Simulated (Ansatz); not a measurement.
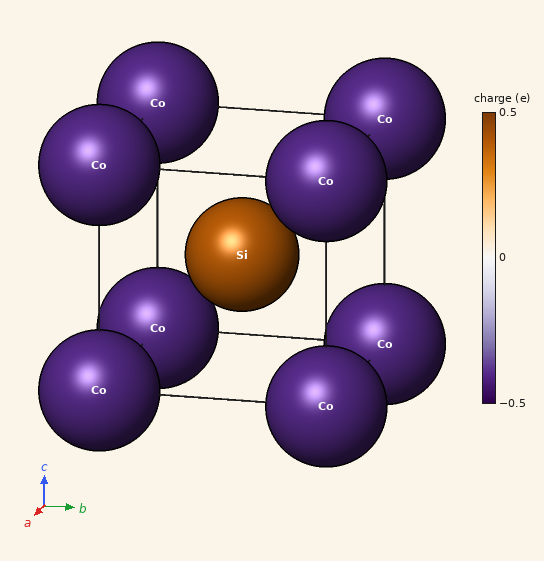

This spheres-only model is shown slightly off an axis. Thin lines show the simulation cell, with boundary atoms drawn in all their periodic places. The atoms of this CoSi cell are coloured by their Bader charge.

Electronic-structure method: DFT PBE, scalar-relativistic, plane waves, PAW (Ansatz 0.2.0). Parameters: wavefunction cutoff 420 eV, k-point mesh 20×20×20, Gaussian smearing of 0.1 eV, collinear spins. The state is ferromagnetic.

Q: Interpret the colouring.

A: Most positive: Si; most negative: Co. Charges: about Co -0.4 e; Si +0.4 e.

The cell started as a structure listed in the Materials Project. Earlier steps of the study, as a rule a relaxation of our own, may have changed the cell and positions, so they can lie some per cent off the listed ones. It went into a calculation with Ansatz.
